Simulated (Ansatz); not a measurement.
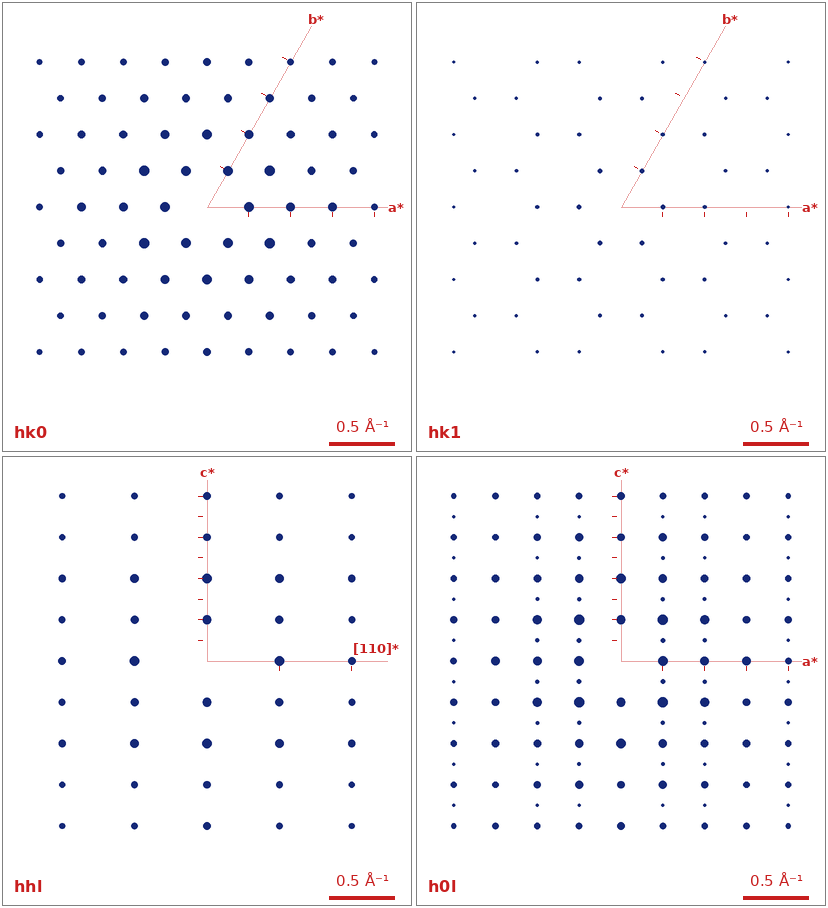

Four undistorted layers of reciprocal space, calculated for a single crystal (X-rays, kinematic |F|², B = 0.5 Å²). Tick marks count the reciprocal lattice steps of the conventional cell along each axis.

The compound is SrO. Structure: coordinates from a relaxation with Ansatz 0.2.0, DFT PBEsol, scalar-relativistic, plane waves, PAW; the starting structure was generated, so it need not be a known form of this composition.

Question: What cell do the layers give?

Answer: a* = 0.326, b* = 0.326, c* = 0.161 Å⁻¹, γ* = 60°; the cell is hexagonal with a = 3.54 Å, c = 6.21 Å (hexagonal axes).

Question: List the systematic absences.

Answer: Reflections are present only under these conditions. hkl: no condition; hk0: no condition; h0l: no condition; hhl: l = 2n; 00l: l = 2n. The lattice is primitive (P). Further gaps, such as 3 0 1, 0 3 1, 3 0 3, come from atoms on special positions, not from the group's general conditions.

Question: Which space groups fit?

Answer: The intensities have Laue symmetry 6/mmm (the hk0 layer shows 6mm, hk1 shows 6mm). With these conditions the candidates are P6_3mc (No. 186), P-62c (No. 190), P6_3/mmc (No. 194). Diffraction geometry alone does not choose among them; the structure has P6_3/mmc.
